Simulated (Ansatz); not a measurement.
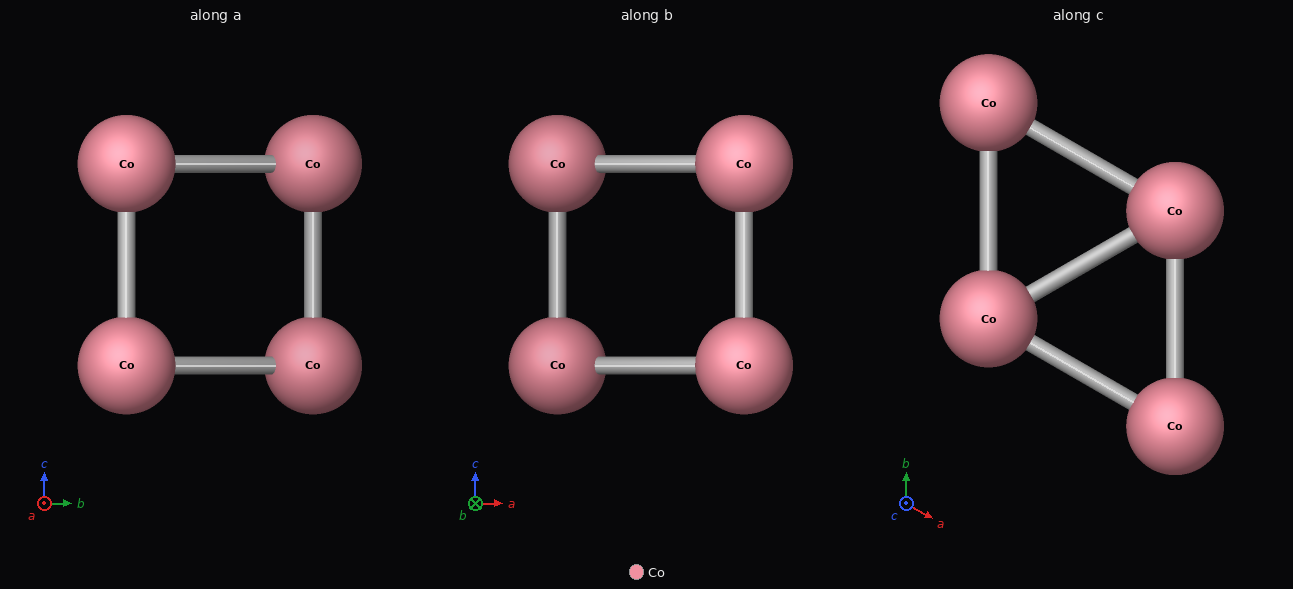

An orthographic ball-and-stick view of the structure, along the a axis, along the b axis and along the c axis. The frame is the conventional unit cell; atoms at its boundary are shown with their periodic copies.

The lattice constants are a = 2.412 Å, b = 2.412 Å, c = 2.257 Å, α = 90.00°, β = 90.00°, γ = 120.00°.

Pairs joined by sticks: Co–Co up to 2.53 Å (cut-off distances).

The composition is Co.

### State the space group and its number.

P6/mmm (No. 191), with Co on 1a.

### To which structure type does it belong?

Simple hexagonal.

### Describe the bonded network.

The bonds build a three-dimensional framework.

The initial geometry was a textbook structure type filled with this element (whether it is the usual form wasn't checked). The geometry is the end of a relaxation with DFT PBEsol, scalar-relativistic, plane waves, PAW (Ansatz 0.2.0).
